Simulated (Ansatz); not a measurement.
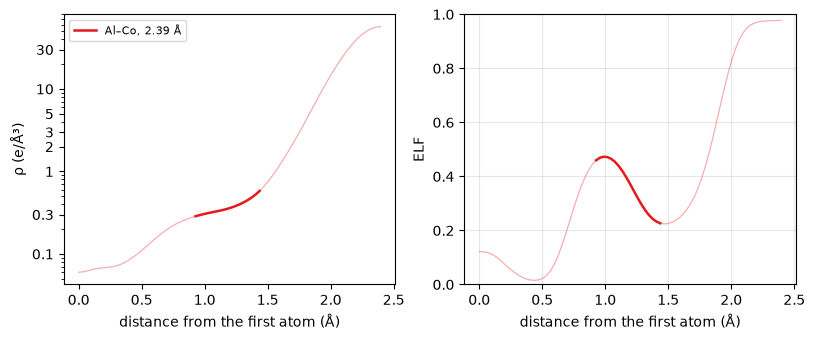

Figure. AlCo. Valence electron density and ELF along straight lines between neighbouring atoms. Thin, pale parts lie inside the atomic spheres.

Space group Pm-3m; a structure generated by program, which may or may not match a known phase; changed on purpose from its base cell (volume × 0.91); computed pressure about 21 GPa in this cell; computed without spin polarisation.

Computed with DFT PBE, scalar-relativistic, plane waves, PAW (Ansatz 0.2.0).

Core electrons are frozen (PAW), and the valence fields are smoothed inside the atomic spheres.

```yaml
crystal:
  lattice:
    - [2.76389, 0.00000, 0.00000]
    - [0.00000, 2.76389, 0.00000]
    - [0.00000, 0.00000, 2.76389]
  atoms:
    - { symbol: Al, position: [0.00000, 0.00000, 0.00000] }
    - { symbol: Co, position: [0.50000, 0.50000, 0.50000] }
```

### What can be read from the curves?

Al–Co (2.39 Å): ρ is about 0.36 e/Å³ halfway; the ELF is about 0.35 at the midpoint.
